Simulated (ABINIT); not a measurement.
**BP (F-43m): refractive index against wavelength**

The refractive index of BP (F-43m) below the direct gap (3.39 eV on the mesh) is read from one computed spectrum, n = √(Re ε).

Cell: a, b, c = 3.209, 3.209, 3.209 Å (primitive vectors), 2 atoms.

Method: ABINIT 10.8.3, LDA, independent particles, k-mesh 12×12×12, Lorentzian half width 0.04 eV.

Launch of the response step: `optic optic.abi`. The run took 53 s, its band step included, on 4 threads of AMD EPYC (Zen 3), with other jobs on the host.

| wavelength (nm) | photon energy E (eV) | n |
| --- | --- | --- |
| 1550 | 0.800 | 3.1251 |
| 1310 | 0.946 | 3.1363 |
| 1064 | 1.165 | 3.1570 |
| 850 | 1.459 | 3.1928 |
| 700 | 1.771 | 3.2431 |
| 633 | 1.959 | 3.2801 |
| 532 | 2.331 | ? |

In the single-oscillator model n² − 1 = E₀E_d/(E₀² − E²), so 1/(n² − 1) = E₀/E_d − E²/(E₀E_d) is linear in E².

Working, on the rows shown:

| x = E² (eV²) | y = 1/(n² − 1) |
| --- | --- |
| 0.639837 | 0.114074 |
| 0.895757 | 0.113169 |
| 1.35784 | 0.111524 |
| 2.12762 | 0.108767 |
| 3.13716 | 0.105067 |
| 3.83641 | 0.102469 |

Means: x̄ = 1.9991, ȳ = 0.10918. Σ(x − x̄)(y − ȳ) = -0.02962, Σ(x − x̄)² = 8.164. Slope = -0.02962 / 8.164 = -0.003628; intercept = ȳ − slope · x̄ = 0.11643. Turned back into n, the line misses the rows shown by at most 0.00073.

Fill in the last column of the withheld row.

At x = 5.4314 the line gives y = 0.096725, that is 3.3673. The run gave 3.3734, so the extrapolation is off by 0.0061, 2 % of the range in the table.

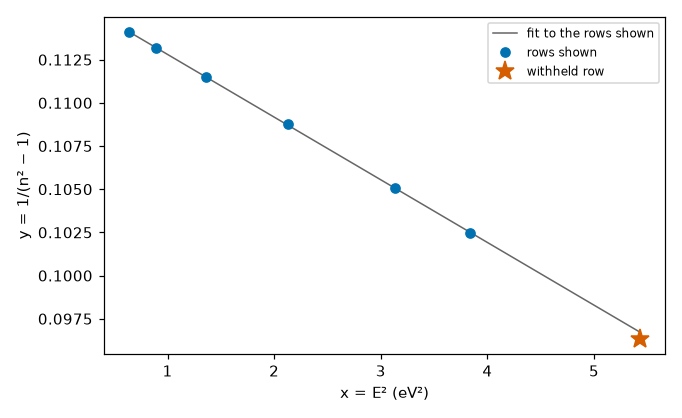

Refitted with all rows, the slope is -0.00369 and the intercept 0.11653. These give E₀ = √(intercept/−slope) = 5.62 eV and E_d = E₀/intercept = 48.2 eV; E₀ is 1.7 times the direct gap. The electronic limit at long wavelengths, without lattice vibrations, is n = √(1 + 1/intercept) = 3.095. Excitons are left out and so are local fields; LDA gaps are as a rule too small. The values come from a sum over the points of one k-mesh and carry its error, which grows as the direct gap shrinks.
